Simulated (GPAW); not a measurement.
## Dielectric function and optical constants of ZnS

Aim: the dielectric function of ZnS, and the optical constants that follow from it. The cell comes from an older database entry, whose edges can differ from later determinations, mostly by under a per cent.

Method: DFT, PBE, plane-wave PAW (GPAW data sets), scalar-relativistic, RPA, optical limit, in GPAW 26.7.0.

The database entry behind the starting cell differs from later determinations by our own check (about 0.1 % short), so it need not match the best structure at ambient conditions.

**1. Set-up**

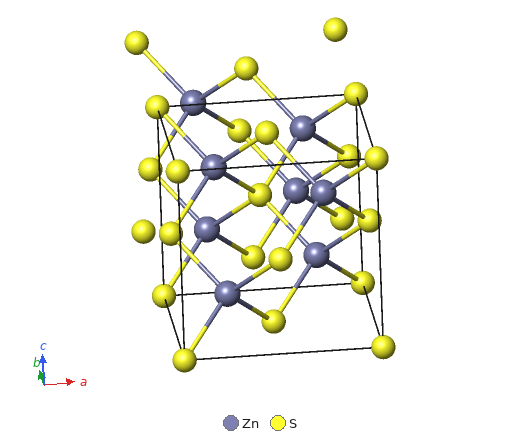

Start, viewed slightly off an axis; zinc blue, sulfur yellow. 1×2×1 cells are drawn. This picture shows the conventional cell, with its axes. Bonds to atoms that aren't drawn are left out. Some periodic images of atoms are drawn too.

Coordinates:

```
Zn S
1.0
     0.00000    2.70200    2.70200
     2.70200    0.00000    2.70200
     2.70200    2.70200    0.00000
Zn S
1 1
Cartesian
  4.0530 4.0530 4.0530
  0.0000 0.0000 0.0000
```

**2. Ground state**

First the ground state: is it a metal or has it a gap?

This step: DFT, PBE, plane-wave PAW (GPAW data sets), scalar-relativistic, ground state (GPAW 26.7.0).

gs.py reads:

```python
from ase import Atoms
from ase.dft.bandgap import bandgap
from gpaw import GPAW, PW, FermiDirac

atoms = Atoms(['Zn', 'S'],
              cell=[[0.000000000000, 2.702000000000, 2.702000000000],
                    [2.702000000000, 0.000000000000, 2.702000000000],
                    [2.702000000000, 2.702000000000, 0.000000000000]],
              scaled_positions=[[0.750000000000, 0.750000000000, 0.750000000000],
                                [0.000000000000, 0.000000000000, 0.000000000000]],
              pbc=[True, True, True])
atoms.calc = GPAW(mode=PW(500), xc='PBE', kpts={'size': (9, 9, 9), 'gamma': True},
                  occupations=FermiDirac(0.05), maxiter=150, txt='gs.txt')
print('energy (eV)', atoms.get_potential_energy())
print('Fermi level (eV)', atoms.calc.get_fermi_level())
print('valence electrons', atoms.calc.get_number_of_electrons())
print('gap (eV)', bandgap(atoms.calc, output=None)[0])
print('direct gap (eV)', bandgap(atoms.calc, direct=True, output=None)[0])
atoms.calc.write('gs.gpw')
```

On the command line:

```sh
OMP_NUM_THREADS=1 python gs.py
```

Numbers of over 12 decimals in the logs are rounded to 6 here.

The program printed:

```text
__  _  _
 | _ |_)|_||  |
 |__||  | ||/\| - 26.7.0

Versions:
  Python: 3.12.14
  ASE:    3.29.0
  Numpy:  2.5.5
  Scipy:  1.18.1
  Libxc:  7.0.0

Input parameters:
  mode=PW(ecut=500.0),
  kpts=MonkhorstPack(size=(9, 9, 9), gamma=True),
  maxiter=150,
  occupations=Occupations(name='fermi-dirac', width=0.05, fixmagmom=False),
  xc=XC(name='PBE')

Diagonalizing LCAO Hamiltonian
Converting LCAO to pw mode

                    Zn

       S

Atoms  # Å, Bohr magnetons
|   | symbol |        x |        y |        z |    initial magnetic moments |
| 0 |     Zn | 4.053000 | 4.053000 | 4.053000 | ( 0.0000,  0.0000,  0.0000) |
| 1 |      S | 0.000000 | 0.000000 | 0.000000 | ( 0.0000,  0.0000,  0.0000) |

Unit cell  # Å
| periodic |        x |        y |        z |  lengths |    angles |
|      yes | 0.000000 | 2.702000 | 2.702000 | 3.821205 | 60.000000 |
|      yes | 2.702000 | 0.000000 | 2.702000 | 3.821205 | 60.000000 |
|      yes | 2.702000 | 2.702000 | 0.000000 | 3.821205 | 60.000000 |

Number of symmetries: 24
Symmetry operations  # r_c * U_cc + t_c -> r_c
|    | kind |            matrix            |
|  0 |  E   |  1, 0, 0,  0, 1, 0,  0, 0, 1 |
|  1 |  σ   |  1, 0, 0,  0, 0, 1,  0, 1, 0 |
|  2 |  σ   |  1, 0,-1,  0, 1,-1,  0, 0,-1 |
|  3 |  C3  |  1, 0,-1,  0, 0,-1,  0, 1,-1 |
|  4 |  C3  |  1,-1, 0,  0,-1, 1,  0,-1, 0 |
|  5 |  σ   |  1,-1, 0,  0,-1, 0,  0,-1, 1 |
|  6 |  σ   |  0, 1, 0,  1, 0, 0,  0, 0, 1 |
|  7 |  C3  |  0, 1, 0,  0, 0, 1,  1, 0, 0 |
|  8 |  C2  |  0, 1,-1,  1, 0,-1,  0, 0,-1 |
|  9 |  S4  |  0, 1,-1,  0, 0,-1,  1, 0,-1 |
| 10 |  C3  |  0, 0, 1,  1, 0, 0,  0, 1, 0 |
| 11 |  σ   |  0, 0, 1,  0, 1, 0,  1, 0, 0 |
| 12 |  S4  |  0, 0,-1,  1, 0,-1,  0, 1,-1 |
| 13 |  C3  |  0, 0,-1,  0, 1,-1,  1, 0,-1 |
| 14 |  S4  |  0,-1, 1,  1,-1, 0,  0,-1, 0 |
| 15 |  C2  |  0,-1, 1,  0,-1, 0,  1,-1, 0 |
| 16 |  C3  |  0,-1, 0,  1,-1, 0,  0,-1, 1 |
| 17 |  S4  |  0,-1, 0,  0,-1, 1,  1,-1, 0 |
| 18 |  S4  | -1, 1, 0, -1, 0, 1, -1, 0, 0 |
| 19 |  C3  | -1, 1, 0, -1, 0, 0, -1, 0, 1 |
| 20 |  C3  | -1, 0, 1, -1, 1, 0, -1, 0, 0 |
| 21 |  S4  | -1, 0, 1, -1, 0, 0, -1, 1, 0 |
| 22 |  σ   | -1, 0, 0, -1, 1, 0, -1, 0, 1 |
| 23 |  C2  | -1, 0, 0, -1, 0, 1, -1, 1, 0 |

BZ-sampling:
  Number of BZ points: 729
  Number of IBZ points: 35

  Monkhorst-Pack size: [9, 9, 9]
  Monkhorst-Pack shift: [0, 0, 0]

K-points  # in reciprocal-cell coordinates
|     |                                coordinates |     weight |
|   0 | (  0.00000000,   0.00000000,   0.00000000) | 0.00137174 |
|   1 | (  0.11111111,   0.11111111,   0.00000000) | 0.00823045 |
|   2 | (  0.11111111,   0.11111111,   0.11111111) | 0.01097394 |
|   3 | (  0.22222222,   0.11111111,   0.11111111) | 0.01646091 |
|   4 | (  0.22222222,   0.22222222,   0.00000000) | 0.00823045 |
|   5 | (  0.22222222,   0.22222222,   0.11111111) | 0.03292181 |
|   6 | (  0.22222222,   0.22222222,   0.22222222) | 0.01097394 |
|   7 | (  0.33333333,   0.22222222,   0.11111111) | 0.03292181 |
|   8 | (  0.33333333,   0.22222222,   0.22222222) | 0.03292181 |
|   9 | (  0.33333333,   0.33333333,  -0.33333333) | 0.01646091 |
| ... |                                            |            |
|  34 | (  0.44444444,   0.44444444,   0.44444444) | 0.01097394 |

Plane wave coefficients: 1018
Cutoff: 500.0 eV

Spin-components: 1 (collinear spins)
Bands:           13
Projectors:      11
Spin-degeneracy: 2
Datatype:        complex128

Parallelization:
  kpt:    1
  domain: 1
  band:   1

Density:
  Valence electrons: 18.0
  Components: 1
  Grid points: [20 20 20]
  Charge: 0.0  # |e|

Potential:
  Grid points: [20 20 20]

species:
  Zn:
    name:    Zinc
    id:
    Z:       30.0
    valence: 12
    core:    18
    charge:  0.0  # [|e|]
    compensation charges:
      type: gauss
      rc: 0.37  # [Å]
      lmax: 2
    cutoffs:
      filter: 2.14  # [Å]
      core: 2.28  # [Å]
    projectors
    | kind |    occ | energy [eV] | rcut [Å] |
    |   4s |  2.000 |      -5.977 |    1.286 |
    |   4p |  0.000 |      -1.117 |    1.270 |
    |   3d | 10.000 |     -10.142 |    1.180 |
    |    s |        |      21.234 |    1.286 |
    |    p |        |      26.095 |    1.270 |
    |    d |        |      17.070 |    1.180 |

    Using partial waves for Zn as LCAO basis

  S:
    name:    Sulfur
    id:
    Z:       16.0
    valence: 6
    core:    10
    charge:  0.0  # [|e|]
    compensation charges:
      type: gauss
      rc: 0.24  # [Å]
      lmax: 2
    cutoffs:
      filter: 1.77  # [Å]
      core: 1.66  # [Å]
    projectors
    | kind |    occ | energy [eV] | rcut [Å] |
    |   3s |  2.000 |     -17.254 |    0.974 |
    |   3p |  4.000 |      -7.008 |    0.979 |
    |    s |        |       9.957 |    0.974 |
    |    p |        |      20.203 |    0.979 |
    |    d |        |       0.000 |    0.900 |

    Using partial waves for S as LCAO basis

Reference energy: -59718.946550  # eV

eigensolver:
  PPCG
  Converge bands: occupied
  niter=2

density mixing:
  MSR1-Mixer
  Pratt-step length: 0.05
  Maximum mixing coefficient: 0.75
  Old densities: 10
  SVD Regularization: 0.005
  Good broyden scale: 1.0
  Trust region scale: 1.0
  Backstep threshold: 4.0
  History deletion threshold: 6.0
  Fourier metric: weight=20.0, sigma=0.015

occupation numbers:
  Fermi-Dirac:
    width: 0.0500  # eV

poisson solver:
  ecut: 4000.0  # eV

xc functional:
  name: PBE with 2 nearest neighbor stencil

convergence criteria:
- Maximum [total energy] change in last 3 cyles: 0.0005 eV / valence electron
- Maximum integral of absolute [dens]ity change: 0.0001 electrons / valence electron
- Maximum integral of absolute [eigenst]ate change: 4e-08 eV^2 / valence electron
maximum number of iterations: 150

SCF iterations
|iter     |      energy | eigst |  dens |
|iter:   1||   -7.268216 | +0.38 |       |
|iter:   2||   -7.198383 | -0.74 | -1.18 |
|iter:   3||   -6.913908 | -1.20 | -1.23 |
|iter:   4||   -6.914556 | -2.28 | -1.80 |
|iter:   5||   -6.916125c| -3.38 | -2.23 |
|iter:   6||   -6.916029c| -3.85 | -2.86 |
|iter:   7||   -6.916057c| -4.42 | -3.47 |
|iter:   8||   -6.916066c| -5.08 | -3.80 |
|iter:   9||   -6.916066c| -7.47c| -4.85c|

Converged in 9 steps
SCF loop duration: 5.120 s (0.569 s/step)
Energy contributions relative to reference atoms: (reference = -59718.946550)

Energy contributions:
  Kinetic:          11.034470
  Coulomb:          -9.330477
  Zero:              0.029386
  External:          0.000000
  Xc:               -8.649445
  Entropy:          -0.000000
  Spinorbit:         0.000000
  ----------------------------
  Free energy:      -6.916066
  Extrapolated:     -6.916066

dipole moment: (-14.581293, -14.581293, -14.581293)  # |e|*Ang

Fermi level: 4.698
Eigenvalues  # (at kpt = [0.000, 0.000, 0.000])
| band index |      eig [eV] | occ [0-2] |
|          0 |        -9.386 |     2.000 |
|          1 |        -2.562 |     2.000 |
|          2 |        -2.562 |     2.000 |
|          3 |        -2.562 |     2.000 |
|          4 |        -2.068 |     2.000 |
|          5 |        -2.068 |     2.000 |
|          6 |         3.752 |     2.000 |
|          7 |         3.752 |     2.000 |
|          8 |         3.752 |     2.000 |
|          9 |         5.858 |     0.000 |
|         10 |        10.123 |     0.000 |
|         11 |        10.123 |     0.000 |
|         12 |        10.123 |     0.000 |

Gap: 2.106 eV
Transition (v -> c):
  (s=0, k=0, n=8, [0.00, 0.00, 0.00]) -> (s=0, k=0, n=9, [0.00, 0.00, 0.00])
No difference between direct/indirect transitions

--- standard output ---
energy (eV) -6.916066
Fermi level (eV) 4.697960
valence electrons 18.0
gap (eV) 2.105590
direct gap (eV) 2.105590
```

It took 6.4 s on 1 thread of Arm Neoverse V2, shared host; peak memory 0.14 GiB.

Numbers from this step:

| Property | Result |
| --- | --- |
| energy | -6.916 eV |
| Fermi energy | 4.698 eV |
| gap on the k-mesh | 2.106 eV |
| direct gap on the mesh | 2.106 eV |
| electrons | 18 |

There is a gap, 2.11 eV on this mesh (points off the mesh can give less), so no carriers' term is needed.

**3. Bands for the response**

The response needs many more empty bands than the density does.

This step: DFT, PBE, plane-wave PAW (GPAW data sets), scalar-relativistic, bands at fixed density (GPAW 26.7.0).

nscf.py reads:

```python
from ase.dft.bandgap import bandgap
from gpaw import GPAW, FermiDirac

calc = GPAW('gs.gpw').fixed_density(kpts={'size': (15, 15, 15), 'gamma': True}, nbands=50, convergence={'bands': 44},
                                    occupations=FermiDirac(0.001), txt='nscf.txt')
print('gap (eV)', bandgap(calc, output=None)[0])
print('direct gap (eV)', bandgap(calc, direct=True, output=None)[0])
print('top band over the Fermi level (eV)', min(calc.get_eigenvalues(kpt=k)[43] for k in range(len(calc.get_ibz_k_points()))) - calc.get_fermi_level())
calc.write('full.gpw', mode='all')
```

On the command line:

```sh
OMP_NUM_THREADS=1 python nscf.py
```

The program printed:

```text
Diagonalizing LCAO Hamiltonian
Converting LCAO to pw mode
convergence criteria:
- Maximum integral of absolute [eigenst]ate change: 4e-08 eV^2 / valence electron
maximum number of iterations: 150

SCF iterations
|iter     |      energy | eigst |  dens |
|iter:   1||             | +4.03 |       |
|iter:   2||             | +2.87 |       |
|iter:   3||             | +2.09 |       |
|iter:   4||             | +1.21 |       |
|iter:   5||             | +0.48 |       |
|iter:   6||             | -0.44 |       |
|iter:   7||             | -1.26 |       |
|iter:   8||             | -2.18 |       |
|iter:   9||             | -3.02 |       |
|iter:  10||             | -3.88 |       |
|iter:  11||             | -4.65 |       |
|iter:  12||             | -5.42 |       |
|iter:  13||             | -6.13 |       |
|iter:  14||             | -6.69 |       |
|iter:  15||             | -7.14 |       |
|iter:  16||             | -7.59c|       |
SCF steps: 16
  __  _  _
 | _ |_)|_||  |
 |__||  | ||/\| - 26.7.0

Versions:
  Python: 3.12.14
  ASE:    3.29.0
  Numpy:  2.5.5
  Scipy:  1.18.1
  Libxc:  7.0.0

Input parameters:
  mode=PW(ecut=500.0),
  convergence={'bands': 44},
  gpts=array([20, 20, 20]),
  kpts=MonkhorstPack(size=(15, 15, 15), gamma=True),
  maxiter=150,
  nbands=50,
  occupations=Occupations(name='fermi-dirac', width=0.001, fixmagmom=False),
  parallel={},
  xc=XC(name='PBE')

--- standard output ---
gap (eV) 2.105590
direct gap (eV) 2.105590
top band over the Fermi level (eV) 44.325329
```

It took 1.8 min on 1 thread; peak memory 0.26 GiB.

**4. Dielectric function, RPA**

Local fields let the induced charge screen the field inside the cell, which as a rule lowers ε, most along directions where the density is uneven.

This step: DFT, PBE, plane-wave PAW (GPAW data sets), scalar-relativistic, RPA, optical limit (GPAW 26.7.0).

df.py reads:

```python
from gpaw.response.df import DielectricFunction

df = DielectricFunction('full.gpw', frequencies={'type': 'nonlinear', 'domega0': 0.03, 'omega2': 8},
                        ecut=60,
                        eta=0.2,
                        nbands=44,
                        txt='df.txt')
for direction in ['x']:
    df.get_dielectric_function(xc='RPA', direction=direction, filename=f'df_{direction}.csv')
```

On the command line:

```sh
OMP_NUM_THREADS=1 python df.py
```

The program printed:

```text
Using integrator: PointIntegrator
NonLinearFrequencyDescriptor(from 0.000 to 63.696 eV, 495 points)
Nonperiodic BCs:  [False False False]
Using integrator: PointIntegrator
NonLinearFrequencyDescriptor(from 0.000 to 63.696 eV, 495 points)
Nonperiodic BCs:  [False False False]

Calculating chi0 body with:
    Ground state adapter containing:
    Number of spins: 1
    Number of kpoints: 3375
    Number of irreducible kpoints: 120
    Number of completely occupied states: 9
    Number of partially occupied states: 9

    Linear response parametrization:
    q_c: [0.0, 0.0, 0.0]
    Number of frequency points: 495
    Planewave cutoff: 60.0
    Number of bands: 44
    Number of planewaves: 51
    Broadening (eta): 0.2

Integrating chi0 body.

Symmetries of q_c:
    Direct symmetries (Uq -> q): 24
    Indirect symmetries (TUq -> q): 24
In total 48 allowed symmetries.

120 groups of equivalent kpoints. 96.444444% reduction.

Integral kind: spectral function

Calculating chi0 optical extensions with:
    Ground state adapter containing:
    Number of spins: 1
    Number of kpoints: 3375
    Number of irreducible kpoints: 120
    Number of completely occupied states: 9
    Number of partially occupied states: 9

    Linear response parametrization:
    Number of frequency points: 495
    Planewave cutoff: 60.0
    Number of bands: 44
    Number of planewaves: 51
    Broadening (eta): 0.2
Integrating chi0 head and wings.

Symmetries of q_c:
    Direct symmetries (Uq -> q): 24
    Indirect symmetries (TUq -> q): 24
In total 48 allowed symmetries.

120 groups of equivalent kpoints. 96.444444% reduction.

Integral kind: spectral function wings
```

It took 11 s on 1 thread; peak memory 0.29 GiB.

Read-outs, printed or worked out from the files:

```
electronic dielectric constant ε∞, mean over x, y and z (by symmetry where fewer were run) : 5.596
main peak of Im epsilon, first axis                                                        : 6.163 eV
centre of weight of the strongest loss peak in the window                                  : 18.09 eV
```

Some rows of df_x.csv (energy; Re and Im without local fields; Re and Im with them):

```text
0.000000, 6.265161, -0.000000, 5.595619, 0.000000
0.619237, 6.335308, 0.046918, 5.658552, 0.042191
1.279498, 6.591224, 0.117110, 5.889860, 0.106716
1.984998, 7.212149, 0.370510, 6.461069, 0.354646
2.740552, 7.771096, 1.162849, 6.907921, 1.138708
3.551683, 8.687999, 2.088797, 7.589168, 1.974143
4.424758, 8.450082, 5.813114, 7.202159, 5.357033
5.367152, 8.656858, 6.614388, 6.606461, 5.542408
6.387465, -0.428553, 10.127325, -0.163909, 8.453799
7.495775, -0.566447, 8.179370, 0.472089, 5.673208
8.703980, -2.304202, 4.499584, -1.001092, 3.991570
10.026223, -1.448543, 2.606513, -0.839981, 2.358767
11.479449, -1.265212, 1.780553, -0.678221, 1.828868
13.084136, -0.881633, 1.102537, -0.545446, 1.289642
14.865263, -0.473487, 0.604407, -0.310612, 0.732313
16.853625, -0.069513, 0.461460, 0.095495, 0.484333
19.087623, 0.159778, 0.378116, 0.347196, 0.489791
21.615770, 0.300926, 0.201430, 0.363002, 0.306634
24.500258, 0.474217, 0.142761, 0.531181, 0.228432
27.822136, 0.599663, 0.087252, 0.618760, 0.169823
31.689054, 0.689757, 0.076382, 0.659514, 0.126178
```

Values under the direct gap are tails of Lorentzian lines. Table of Im ε, E ∥ x by photon energy; read off at these points:

| photon energy (eV) | Im ε, E ∥ x |
| --- | --- |
| 0.00 | 0 |
| 2.50 | 0.997 |
| 5.00 | 5.14 |
| 6.18 | 10.1 |
| 7.50 | 5.67 |
| 10.00 | 2.37 |
| 12.50 | 1.54 |
| 15.00 | 0.701 |
| 17.50 | 0.425 |
| 20.00 | 0.440 |
| 22.50 | 0.284 |
| 25.00 | 0.236 |
| 27.50 | 0.169 |
| 30.00 | 0.153 |
| 32.50 | 0.103 |
| 35.00 | 0.0685 |

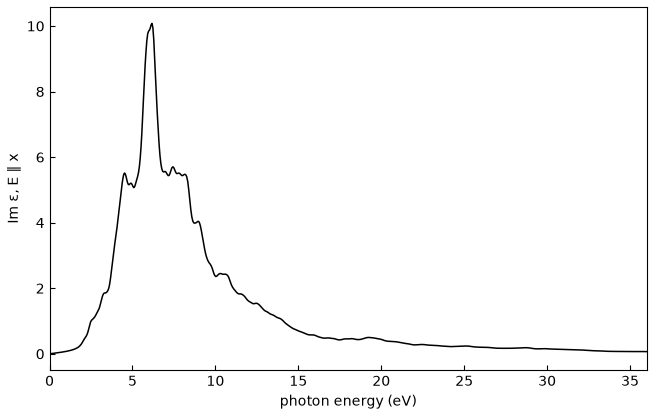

Im ε, E ∥ x, plotted against photon energy.

Re ε, E ∥ x against photon energy:

```
photon energy (eV)  Re ε, E ∥ x
                 0         5.60
                 5         5.95
                10       -0.884
                15       -0.280
                20        0.284
                25        0.540
                30        0.636
                35        0.731
```

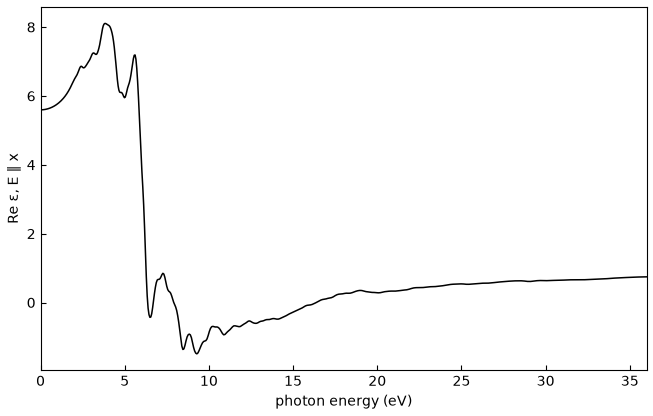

Re ε, E ∥ x against photon energy.

Values under the direct gap are tails of Lorentzian lines. The loss function −Im 1/ε at q → 0, E ∥ x by energy loss; read off at these points:

```
energy loss (eV)  loss function −Im 1/ε at q → 0, E ∥ x
             0.0                                      0
             2.0                                0.00875
             4.0                                 0.0462
             6.0                                 0.0871
             8.0                                  0.184
            10.0                                  0.370
            12.0                                  0.534
            14.0                                  0.792
            16.0                                   1.75
            16.5                                   2.06
            18.0                                   1.66
            20.0                                   1.61
            22.0                                   1.15
            24.0                                  0.760
            26.0                                  0.579
            28.0                                  0.411
            30.0                                  0.359
            32.0                                  0.267
            34.0                                  0.146
            36.0                                  0.121
```

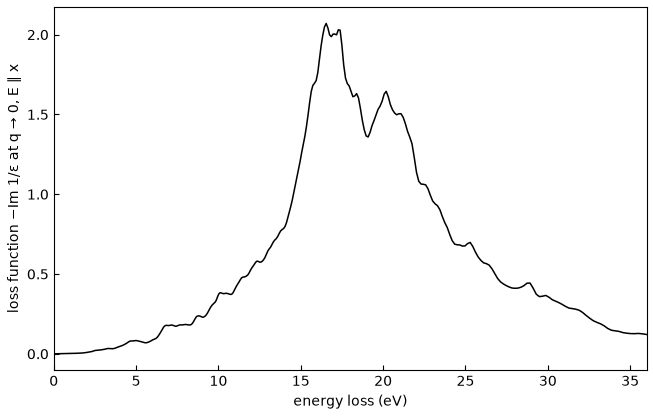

Loss function −Im 1/ε at q → 0, E ∥ x against energy loss.

The reflectivity at normal incidence, E ∥ x has structure finer than the step of the table below, so its rows give means over 2 eV, whole bins alone (the curve runs from 0 to 36 eV). Peaks (eV: height): 6.3: 40.1, 9.3: 38.2.

Reflectivity at normal incidence, E ∥ x against photon energy; means over each step:

| photon energy (eV) | reflectivity at normal incidence, E ∥ x (%) |
| --- | --- |
| 2 | 19.0 |
| 4 | 24.7 |
| 6 | 32.9 |
| 8 | 33.0 |
| 10 | 33.4 |
| 12 | 30.0 |
| 14 | 29.8 |
| 16 | 22.1 |
| 18 | 10.5 |
| 20 | 8.28 |
| 22 | 5.74 |
| 24 | 3.46 |
| 26 | 2.54 |
| 28 | 1.72 |
| 30 | 1.47 |
| 32 | 1.17 |
| 34 | 0.817 |

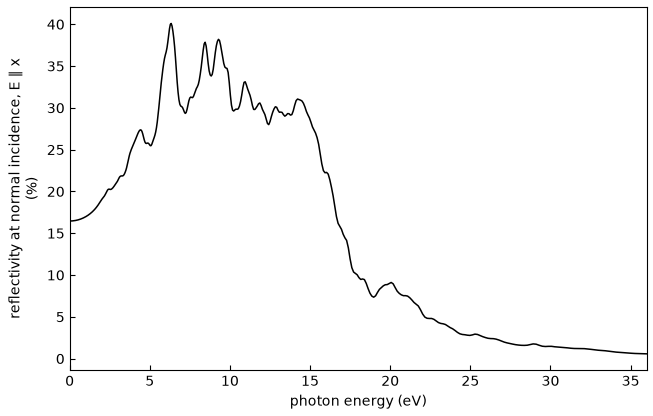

Reflectivity at normal incidence, E ∥ x, plotted against photon energy.

Values under the direct gap are tails of Lorentzian lines. Table of Im ε, E ∥ x by photon energy; read off at these points:

| photon energy (eV) | without local fields | with local fields |
| --- | --- | --- |
| 0.00 | 0 | 0 |
| 2.50 | 1.01 | 0.997 |
| 5.00 | 5.73 | 5.14 |
| 6.12 | 12.8 | 10.0 |
| 6.18 | 12.6 | 10.1 |
| 7.50 | 8.17 | 5.67 |
| 10.00 | 2.60 | 2.37 |
| 12.50 | 1.38 | 1.54 |
| 15.00 | 0.584 | 0.701 |
| 17.50 | 0.406 | 0.425 |
| 20.00 | 0.279 | 0.440 |
| 22.50 | 0.183 | 0.284 |
| 25.00 | 0.132 | 0.236 |
| 27.50 | 0.0889 | 0.169 |
| 30.00 | 0.0742 | 0.153 |
| 32.50 | 0.0647 | 0.103 |
| 35.00 | 0.0555 | 0.0685 |

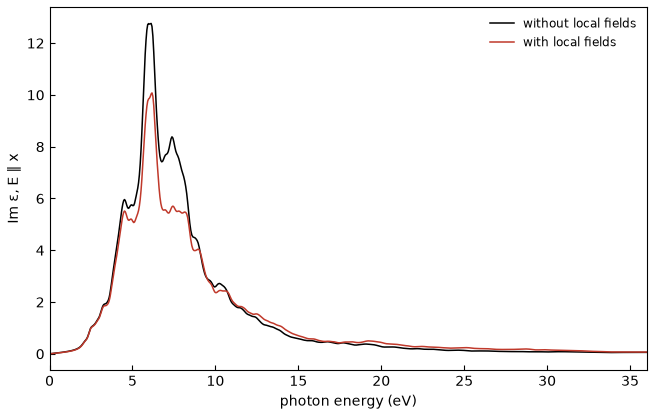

Im ε, E ∥ x, plotted against photon energy.

At chosen wavelengths:

```csv
wavelength (nm),n,k,R (%),1/α
1550,2.39,0.012,16.8,10 µm
800,2.46,0.031,17.8,2.0 µm
633,2.54,0.065,18.9,769 nm
450,2.64,0.218,20.6,164 nm
365,2.72,0.343,22.0,85 nm
308,2.91,0.635,25.8,39 nm
193,1.97,2.044,39.4,7.5 nm
```

Below the direct gap, k and the depth come from the tails of the Lorentzian lines, not from transitions.

Rows near the edge hang on the gap, which this functional as a rule makes too small, and phonon-assisted absorption is left out.

**5. What came out**

| Item | Value |
| --- | --- |
| electronic dielectric constant ε∞, mean over x, y and z (by symmetry where fewer were run) (RPA) | 5.60 |
| main peak of Im epsilon, first axis | 6.16 eV |
| centre of weight of the strongest loss peak in the window, first axis | 18.1 eV |

At this level (PBE, RPA) ZnS has ε∞ = 5.60 and n = 2.39 at 1550 nm, and Im ε peaks at 6.2 eV. On the mesh the gap is 2.11 eV and the least direct gap 2.11 eV. Local fields change the static value along x from 6.27 to 5.60 (-11 %). Distinct maxima of Im ε, read by a parabola through the highest points, lie at 4.52 eV (5.5) and 6.16 eV (10). Excitons and phonon-assisted transitions are missing; PBE gaps are as a rule too small, which pulls the onset down and ε∞ up. The sum runs over mesh points, so small or evenly spaced maxima can still be ripples of the mesh. In this version of GPAW the matrix elements of the optical limit are incomplete, which can lower ε − 1 by up to a tenth where first-row anions or d states rule, and shift it by more in d metals.

[Machine, clock and banner lines and Python warnings are left out of the logs.]

[Logs are printed without paths, hosts, clocks, repeated set-up lines and the standing remarks that a program may print on its own settings, such as how far it seeks lower states.]

[Hosts, paths, dates, database ids (printed as entryN), source tags and the programs' standing remarks are cut or masked in the printed files.]
